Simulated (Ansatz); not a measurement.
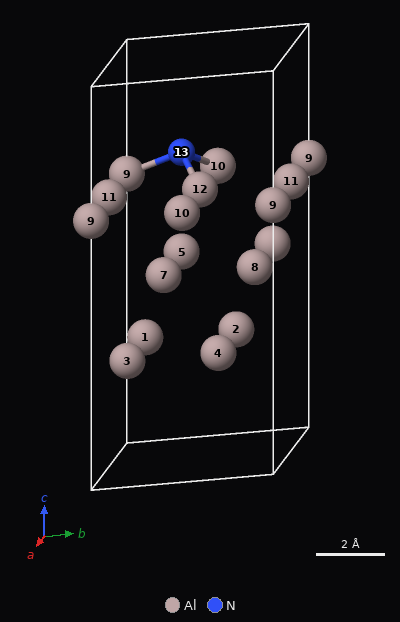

Fig. 1: The starting structure (ball-and-stick view of the cell of the calculation, with the vacuum cut short, seen slightly off an axis; bonded neighbours outside the cell are drawn too; atoms are numbered from 1 in the order of the input). An atom can appear more than once, as a periodic image.

# Al12N: geometry relaxation (part 1 of 2)

Al12N (slab, 13 atoms in the cell), computed with DFT PBE, scalar-relativistic, plane waves, PAW, no spin polarisation (Ansatz 0.2.0).

The structure derives from an entry of the Crystallography Open Database. The input holds or restrains some coordinates. Forces given for the steps count only the free coordinates. Figures and captions count atoms from 1; the log counts them from 0 in places.

Input
```yaml
crystal:
  lattice:
    - [5.7143028096, 0.0, 0.0]
    - [-2.8571514048, 4.948731398, 0.0]
    - [0.0, 0.0, 20.1016424764]
  atoms:
    - { symbol: Al, position: [0.3333333333, 0.1666666667, 0.1989887147] }
    - { symbol: Al, position: [0.3333333333, 0.6666666667, 0.1989887147] }
    - { symbol: Al, position: [0.8333333333, 0.1666666667, 0.1989887147] }
    - { symbol: Al, position: [0.8333333333, 0.6666666667, 0.1989887147] }
    - { symbol: Al, position: [0.1666666667, 0.3333333333, 0.3134533099] }
    - { symbol: Al, position: [0.1666666667, 0.8333333333, 0.3134533099] }
    - { symbol: Al, position: [0.6666666667, 0.3333333333, 0.3134533099] }
    - { symbol: Al, position: [0.6666666667, 0.8333333333, 0.3134533099] }
    - { symbol: Al, position: [0.0, 0.0, 0.4279074452] }
    - { symbol: Al, position: [0.0, 0.5, 0.4279074452] }
    - { symbol: Al, position: [0.5, 0.0, 0.4279074452] }
    - { symbol: Al, position: [0.5, 0.5, 0.4279074452] }
    - { symbol: "N", position: [0.1666666667, 0.3333333333, 0.4645215549] }
basis:
  ecutwfc: 420
kpoints:
  mp_grid: { grid: [6, 6, 1] }
hamiltonian:
  xc: pbe
scf:
  occupations: { method: gaussian, width: 0.1 }
output:
  forces: true
  eigenvalues: true
  write_density: true
  write_potential: true
  elf: true
  volumetric_format: npy
relax:
  adjacent_minimum: "off"
  f_tol: 0.025
  max_steps: 16
  constraints:
    - { sites: [0, 1, 2, 3, 4, 5, 6, 7, 8, 9, 10, 11] }
    - { sites: [12], fix: xy }
efield:
  axis: 3
  dipole_correction: true
  ramp_width: 0.04
```

Launch command:
```bash
ansatz run input.yaml --threads 4 --pin off --max-ram 12288MiB --backend cpu --events-out ev --progress --plain --runs-dir out
```

Log
```
Engine: ansatz 0.2.0, aarch64-unknown-linux-gnu
Pseudopotentials: kind: paw
Pseudopotential: Al, paw, valence charge 3, recommended cutoff 420 eV (normal), Al.paw.azcp
Pseudopotential: N, paw, valence charge 5, recommended cutoff 420 eV (normal), N.paw.azcp
Functional definition: PBE
  parameter kappa = 0.804
  parameter beta = 0.06672455060314922
  exchange = pbe_x(kappa = kappa, mu = beta*pi^2/3)
  correlation = pbe_c(beta = beta)
Crystal: 13 atoms, lattice volume = 568.445 Å³
Basis set: ecut = 420 eV, 11155 PW (Γ), exchange–correlation on 80×80×270 points (8 copies of the dense FFT grid, shifted against one another)
Bands: 34, of which v1, the nominal top of the filled ones, is band 21 counted from 1 (20 counted from 0)
Symmetry: 6 space group operations
Space group: P3m1 (ITA 156), of the structure as read, at distance tolerance 8.3e-5 Å
k-points: 7 of 36 (time reversal used)
Non-local potential: Al, projectors of the file, l = 0: 2, l = 1: 2, l = 2: 1
Non-local potential: N, projectors of the file, l = 0: 2, l = 1: 2, l = 2: 1
PAW form: soft (Blöchl's): semilocal exchange-correlation on the pseudo side does not see the compensation charge
PAW one-centre angular grid: Al, 110 points (default); XC on 64 Gauss nodes
PAW one-centre angular grid: N, 110 points (default); XC on 64 Gauss nodes
Initial density: superposition of atomic densities (neutral atoms: chi_scale 0, normalization atom), corrected by the library's trained network
Initial wavefunctions: pseudopotential atomic-orbital guess
Functional: x = pbe(κ = 0.804, μ = 0.2195149727645171), c = pbe(β = 0.06672455060314922)
SCF iter   1: F=—  HF=-6831.920115 eV  |F-HF|=—  |Δ(HF+E_count)|=         —  Δρ=2.40e-3  dr2=1.49e-1  ethr=1.77e-3  p=-0.093 e·Å  D=-2.96e-2 V/Å  ΔV_dip=0.60 eV  dr2_dipole=3.12e-2  V_vac-E_F(+/−)=4.49/3.90 eV  ⟨swp⟩=15.4  Hψ=1743  notcnv=0
efield: sawtooth ramp at fractional position 0.8118 (placed from the atoms, in the widest stretch of the axis that holds none; the zero of the levels goes with the place), width 0.0400; the density the first Hamiltonian is built on has a dipole p = -0.093 e·Å; the dipole correction subtracts the counter field D = -2.96e-2 V/Å, which shifts the + side's vacuum level by +0.60 eV against the − side's; the planar-averaged density in the ramp window peaks in size at 1.9e-5 e/Å³
preconditioner: auto → LDOS  [insulator: Δε(μ)=0.163 eV  Ē_g=6.422 eV  σ=0.100 eV  W_gap=0.67  n_scr=52 (ndim 8)  ℏωp=9.7 eV  f_vac=0.523  D(μ)=4.31/eV (n_scr^D=6)  ε∞_Penn≈3.3  β→1.0]
SCF iter   2: F=—  HF=-6831.912196 eV  |F-HF|=—  |Δ(HF+E_count)|=   7.92e-3  Δρ=1.38e-3  dr2=3.72e-2  ethr=3.63e-4  p=-0.041 e·Å  D=-1.30e-2 V/Å  ΔV_dip=0.26 eV  dr2_dipole=9.05e-3  V_vac-E_F(+/−)=4.29/4.03 eV  ⟨swp⟩=2.6  Hψ=427  notcnv=0  defer=25
SCF iter   3: F=—  HF=-6831.907968 eV  |F-HF|=—  |Δ(HF+E_count)|=   4.23e-3  Δρ=3.03e-4  dr2=1.35e-3  ethr=9.07e-5  p=-0.059 e·Å  D=-1.89e-2 V/Å  ΔV_dip=0.38 eV  dr2_dipole=2.05e-6  V_vac-E_F(+/−)=4.39/4.00 eV  ⟨swp⟩=2.0  Hψ=294  notcnv=0  defer=25
SCF iter   4: F=—  HF=-6831.907894 eV  |F-HF|=—  |Δ(HF+E_count)|=   7.43e-5  Δρ=8.64e-5  dr2=8.02e-5  ethr=3.30e-6  p=-0.057 e·Å  D=-1.80e-2 V/Å  ΔV_dip=0.36 eV  dr2_dipole=1.27e-7  V_vac-E_F(+/−)=4.37/4.01 eV  ⟨swp⟩=2.9  Hψ=414  notcnv=0  defer=20
iter 5 did not close the SCF: its close was put off for the readings that it lacked (scf_convergence_deferred on its scf_iter line)
SCF iter   5: F=-6831.907902 eV  HF=-6831.907902 eV  |F-HF|=5.08e-7  |Δ(HF+E_count)|=   7.84e-6  Δρ=1.99e-5  dr2=3.28e-6  ethr=1.96e-7  p=-0.057 e·Å  D=-1.81e-2 V/Å  ΔV_dip=0.36 eV  dr2_dipole=4.81e-7  V_vac-E_F(+/−)=4.37/4.01 eV  ⟨swp⟩=2.1  Hψ=323  notcnv=0  defer=19
SCF iter   6: F=-6831.907904 eV  HF=-6831.907904 eV  |F-HF|=2.83e-7  |Δ(HF+E_count)|=   2.17e-6  Δρ=4.62e-6  dr2=1.09e-7  ethr=7.99e-9  p=-0.057 e·Å  D=-1.81e-2 V/Å  ΔV_dip=0.36 eV  dr2_dipole=4.91e-9  V_vac-E_F(+/−)=4.37/4.01 eV  ⟨swp⟩=23.7  Hψ=2604  notcnv=0
SCF 1 converged in 6 iterations: F = -6831.907904 eV  dr2 = 1.09e-7
  greatest PAW one-centre occupation: 0.811 electrons in one spin orbital (limit 2), on the N atom at site 12 (counted from 0), in its partial waves of l = 0
relax step   1: F+E_penalty+E_count = -6831.90790443 eV  Δ(F+E_penalty+E_count) = +0.000e0 eV  max|allowed force component| = 8.691e-1 eV/Å  Δτ_max = 0.0000 Å  (6 SCF iters, dr2 threshold 1.56e-5 eV, accepted)
Initial density: handed on by an earlier stage of this run
Initial wavefunctions: those handed on with the density
iter 1 solved again at ethr=2.29e-5 eV; its pass at ethr=3.10e-3 eV (dr2=9.40e-3 eV) is discarded
SCF iter   1: F=—  HF=-6831.935583 eV  |F-HF|=—  |Δ(HF+E_count)|=         —  Δρ=1.12e-3  dr2=9.92e-3  ethr=2.29e-5  p=-0.057 e·Å  D=-1.81e-2 V/Å  ΔV_dip=0.36 eV  dr2_dipole=3.48e-4  V_vac-E_F(+/−)=4.37/4.01 eV  ⟨swp⟩=2.1  Hψ=749  notcnv=0  defer=40
efield: sawtooth ramp at fractional position 0.8118 (handed on by an earlier solve), width 0.0400; the density the first Hamiltonian is built on has a dipole p = -0.057 e·Å; the dipole correction subtracts the counter field D = -1.81e-2 V/Å, which shifts the + side's vacuum level by +0.36 eV against the − side's; the planar-averaged density in the ramp window peaks in size at 2.7e-7 e/Å³
preconditioner: auto → LDOS  [insulator: Δε(μ)=0.150 eV  Ē_g=6.409 eV  σ=0.100 eV  W_gap=0.59  n_scr=52 (ndim 8)  ℏωp=9.7 eV  f_vac=0.526  D(μ)=4.20/eV (n_scr^D=6)  ε∞_Penn≈3.3  β→1.0]
SCF iter   2: F=—  HF=-6831.933798 eV  |F-HF|=—  |Δ(HF+E_count)|=   1.78e-3  Δρ=7.19e-4  dr2=5.90e-3  ethr=2.29e-5  p=-0.076 e·Å  D=-2.41e-2 V/Å  ΔV_dip=0.48 eV  dr2_dipole=5.05e-4  V_vac-E_F(+/−)=4.49/4.00 eV  ⟨swp⟩=2.3  Hψ=367  notcnv=0  defer=40
SCF iter   3: F=—  HF=-6831.931996 eV  |F-HF|=—  |Δ(HF+E_count)|=   1.80e-3  Δρ=9.00e-5  dr2=1.03e-4  ethr=1.44e-5  p=-0.067 e·Å  D=-2.12e-2 V/Å  ΔV_dip=0.43 eV  dr2_dipole=1.71e-6  V_vac-E_F(+/−)=4.43/4.01 eV  ⟨swp⟩=2.0  Hψ=339  notcnv=0  defer=40
SCF iter   4: F=-6831.931979 eV  HF=-6831.931980 eV  |F-HF|=1.56e-6  |Δ(HF+E_count)|=   1.60e-5  Δρ=1.90e-5  dr2=4.05e-6  ethr=1.15e-7  p=-0.067 e·Å  D=-2.13e-2 V/Å  ΔV_dip=0.43 eV  dr2_dipole=3.29e-7  V_vac-E_F(+/−)=4.43/4.01 eV  ⟨swp⟩=20.9  Hψ=2736  notcnv=0
SCF 2 converged in 4 iterations: F = -6831.931979 eV  dr2 = 4.05e-6
  greatest PAW one-centre occupation: 0.810 electrons in one spin orbital (limit 2), on the N atom at site 12 (counted from 0), in its partial waves of l = 0
relax step   2: F+E_penalty+E_count = -6831.93197857 eV  Δ(F+E_penalty+E_count) = -2.407e-2 eV  max|allowed force component| = 5.555e-1 eV/Å  Δτ_max = 0.0338 Å  (4 SCF iters, dr2 threshold 4.72e-5 eV, accepted)
SCF iter   1: F=—  HF=-6831.959148 eV  |F-HF|=—  |Δ(HF+E_count)|=         —  Δρ=1.97e-3  dr2=3.01e-2  ethr=7.38e-4  p=-0.067 e·Å  D=-2.13e-2 V/Å  ΔV_dip=0.43 eV  dr2_dipole=6.26e-4  V_vac-E_F(+/−)=4.43/4.00 eV  ⟨swp⟩=2.1  Hψ=552  notcnv=0  defer=39
efield: sawtooth ramp at fractional position 0.8118 (handed on by an earlier solve), width 0.0400; the density the first Hamiltonian is built on has a dipole p = -0.067 e·Å; the dipole correction subtracts the counter field D = -2.13e-2 V/Å, which shifts the + side's vacuum level by +0.43 eV against the − side's; the planar-averaged density in the ramp window peaks in size at 2.8e-7 e/Å³
preconditioner: auto → LDOS  [insulator: Δε(μ)=0.160 eV  Ē_g=6.386 eV  σ=0.100 eV  W_gap=0.62  n_scr=52 (ndim 8)  ℏωp=9.7 eV  f_vac=0.525  D(μ)=4.27/eV (n_scr^D=6)  ε∞_Penn≈3.3  β→1.0]
SCF iter   2: F=—  HF=-6831.953119 eV  |F-HF|=—  |Δ(HF+E_count)|=   6.03e-3  Δρ=1.20e-3  dr2=1.59e-2  ethr=7.34e-5  p=-0.098 e·Å  D=-3.13e-2 V/Å  ΔV_dip=0.63 eV  dr2_dipole=8.95e-4  V_vac-E_F(+/−)=4.63/4.00 eV  ⟨swp⟩=2.7  Hψ=466  notcnv=0  defer=40
SCF iter   3: F=—  HF=-6831.948348 eV  |F-HF|=—  |Δ(HF+E_count)|=   4.77e-3  Δρ=1.70e-4  dr2=3.77e-4  ethr=3.87e-5  p=-0.084 e·Å  D=-2.66e-2 V/Å  ΔV_dip=0.54 eV  dr2_dipole=2.59e-5  V_vac-E_F(+/−)=4.54/4.00 eV  ⟨swp⟩=2.0  Hψ=341  notcnv=0  defer=40
SCF iter   4: F=-6831.948251 eV  HF=-6831.948255 eV  |F-HF|=4.56e-6  |Δ(HF+E_count)|=   9.24e-5  Δρ=3.45e-5  dr2=1.18e-5  ethr=4.70e-8  p=-0.085 e·Å  D=-2.71e-2 V/Å  ΔV_dip=0.54 eV  dr2_dipole=1.07e-6  V_vac-E_F(+/−)=4.55/4.00 eV  ⟨swp⟩=23.4  Hψ=2879  notcnv=0
SCF 3 converged in 4 iterations: F = -6831.948251 eV  dr2 = 1.18e-5
relax step   3: F+E_penalty+E_count = -6831.94825069 eV  Δ(F+E_penalty+E_count) = -1.627e-2 eV  max|allowed force component| = 7.542e-3 eV/Å  Δτ_max = 0.0590 Å  (4 SCF iters, dr2 threshold 1.93e-5 eV, accepted)
iter 1 solved again at ethr=3.14e-8 eV; its pass at ethr=3.10e-3 eV (dr2=1.29e-5 eV) is discarded
SCF iter   1: F=—  HF=-6831.948213 eV  |F-HF|=—  |Δ(HF+E_count)|=         —  Δρ=3.48e-5  dr2=1.29e-5  ethr=3.14e-8  p=-0.085 e·Å  D=-2.71e-2 V/Å  ΔV_dip=0.54 eV  dr2_dipole=1.40e-6  V_vac-E_F(+/−)=4.55/4.00 eV  ⟨swp⟩=1.0  Hψ=644  notcnv=0
efield: sawtooth ramp at fractional position 0.8118 (handed on by an earlier solve), width 0.0400; the density the first Hamiltonian is built on has a dipole p = -0.085 e·Å; the dipole correction subtracts the counter field D = -2.71e-2 V/Å, which shifts the + side's vacuum level by +0.54 eV against the − side's; the planar-averaged density in the ramp window peaks in size at 3.0e-7 e/Å³
preconditioner: auto → LDOS  [insulator: Δε(μ)=0.155 eV  Ē_g=6.393 eV  σ=0.100 eV  W_gap=0.60  n_scr=52 (ndim 8)  ℏωp=9.7 eV  f_vac=0.525  D(μ)=4.20/eV (n_scr^D=6)  ε∞_Penn≈3.3  β→1.0]
SCF iter   2: F=—  HF=-6831.948259 eV  |F-HF|=—  |Δ(HF+E_count)|=   4.57e-5  Δρ=1.48e-5  dr2=4.05e-6  ethr=3.14e-8  p=-0.085 e·Å  D=-2.70e-2 V/Å  ΔV_dip=0.54 eV  dr2_dipole=1.80e-7  V_vac-E_F(+/−)=4.55/4.00 eV  ⟨swp⟩=2.0  Hψ=310  notcnv=0
SCF iter   3: F=—  HF=-6831.948259 eV  |F-HF|=—  |Δ(HF+E_count)|=   1.40e-7  Δρ=5.49e-6  dr2=5.33e-7  ethr=9.88e-9  p=-0.085 e·Å  D=-2.70e-2 V/Å  ΔV_dip=0.54 eV  dr2_dipole=1.21e-10  V_vac-E_F(+/−)=4.55/4.00 eV  ⟨swp⟩=2.0  Hψ=345  notcnv=0
SCF iter   4: F=-6831.948259 eV  HF=-6831.948259 eV  |F-HF|=2.89e-10  |Δ(HF+E_count)|=   1.53e-8  Δρ=1.03e-6  dr2=1.78e-8  ethr=2.44e-10  p=-0.085 e·Å  D=-2.70e-2 V/Å  ΔV_dip=0.54 eV  dr2_dipole=3.01e-9  V_vac-E_F(+/−)=4.55/4.00 eV  ⟨swp⟩=13.7  Hψ=1944  notcnv=0
SCF 4 converged in 4 iterations: F = -6831.948259 eV  dr2 = 1.78e-8
relax step   4: F+E_penalty+E_count = -6831.94825875 eV  Δ(F+E_penalty+E_count) = -8.055e-6 eV  max|allowed force component| = 5.985e-3 eV/Å  Δτ_max = 0.0000 Å  (4 SCF iters, accepted)
```

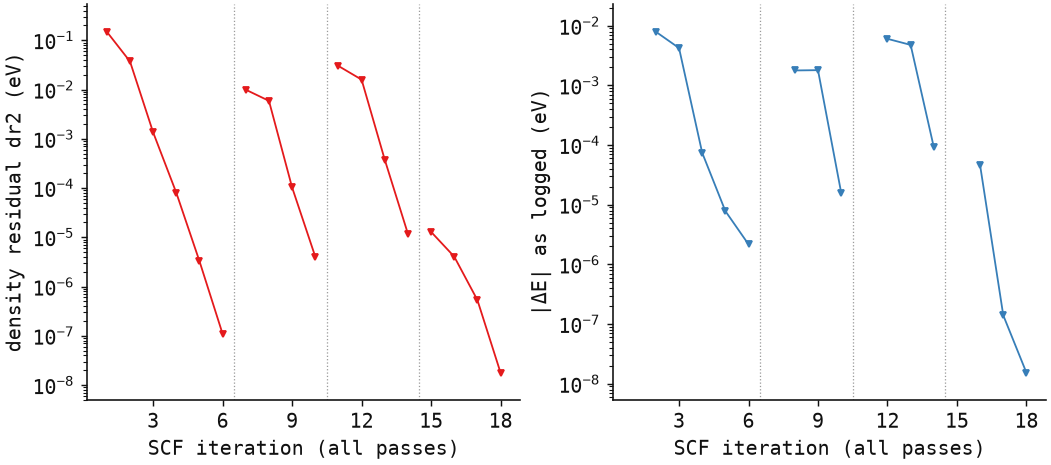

Fig. 2: Convergence of the self-consistent field: density residual dr2 and size of the energy change against the SCF iteration. The dotted lines part the SCF passes of the relaxation: geometry steps, rejected trials and re-solves on a re-selected basis. The passes take 6, 4, 4 and 4 iterations.

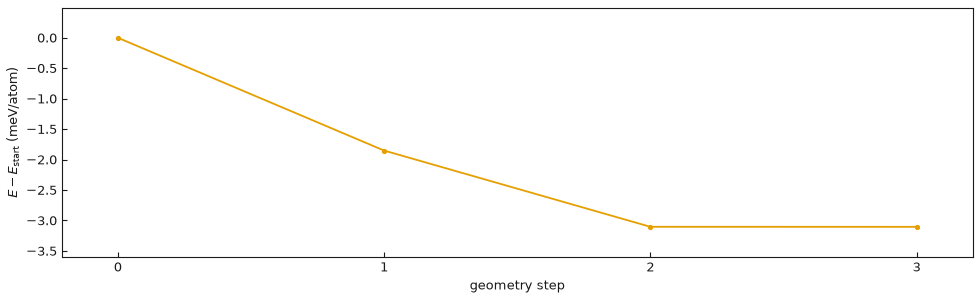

Fig. 3: Progress of the restrained relaxation, step by step (the first geometry is step 0 here and step 1 in the log).

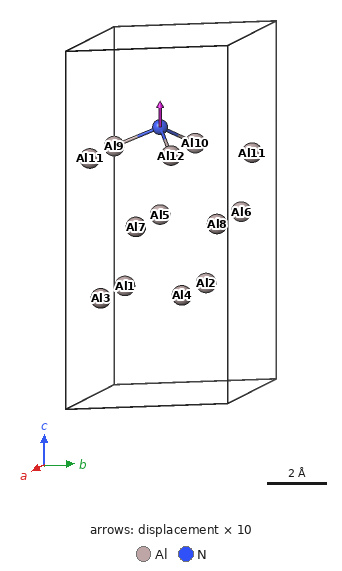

Fig. 4: The starting structure with the displacements as pink arrows, magnified 10 times (ball-and-stick view of the cell of the calculation, with the vacuum cut short, seen slightly off an axis). The largest move is that of N13, 0.093 Å. Al stays in place. The cell stays as it was. Distances before and after: Al10–N13 1.806 → 1.846 Å. Among the angles that change: Al9–N13–Al10 104.5° → 101.4°. Over 3 geometry steps the energy falls by 3.1 meV per atom. The largest force component goes from 0.87 to 0.006 eV/Å. (Atoms are counted from 1 in the order of the input.)
